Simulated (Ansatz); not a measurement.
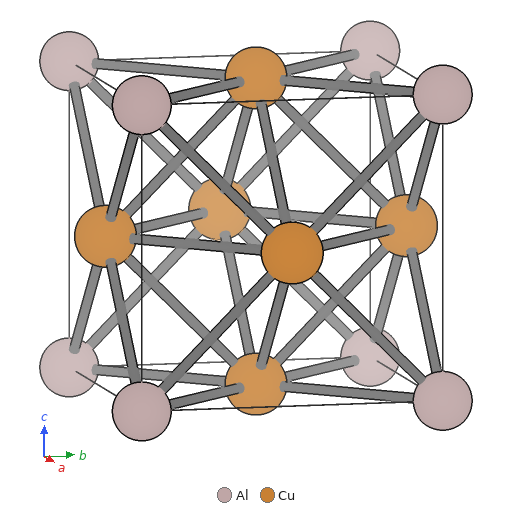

System: AlCu₃, space group Pm-3m (No. 221). The picture shows the conventional cell.

Structure:
```
CELL_PARAMETERS angstrom
3.63246 0.00000 0.00000
0.00000 3.63246 0.00000
0.00000 0.00000 3.63246
ATOMIC_POSITIONS crystal
Al 0.00000 0.00000 0.00000
Cu 0.50000 0.50000 0.00000
Cu 0.50000 0.00000 0.50000
Cu 0.00000 0.50000 0.50000
```

How it was computed, with Ansatz 0.2.0: harmonic phonon frequencies at the zone centre with atoms at rest in the given cell, without the long-range term of polar modes, the three translations left out, imaginary frequencies are negative; plane waves with PAW datasets, Γ-centred k mesh. Level: PBEsol, no spin polarisation.

wave cutoff 420 eV; k mesh 12×12×12; occupations Fermi–Dirac; smearing width 0.15 eV; pressure 0 GPa; phonon method linear response.

What does the calculation give for the zone-centre optical phonon frequencies (the three acoustic modes are left out)?

No frequency is imaginary, so the structure is stable to these displacements (zone-boundary modes weren't tested here). The highest mode lies at 303.2 cm⁻¹. The optical modes lie at 164.9 (×3), 198.6 (×3), 303.2 (×3) cm⁻¹.

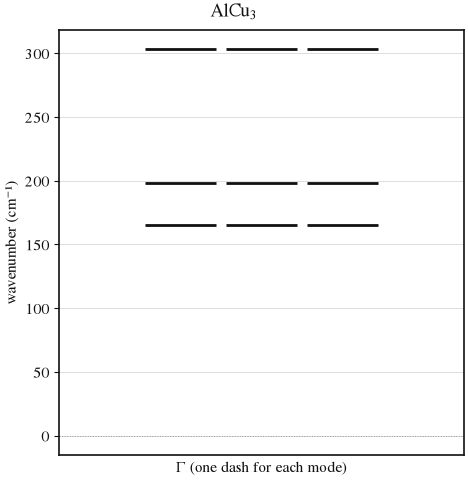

Note: metal sensitive to the k mesh.
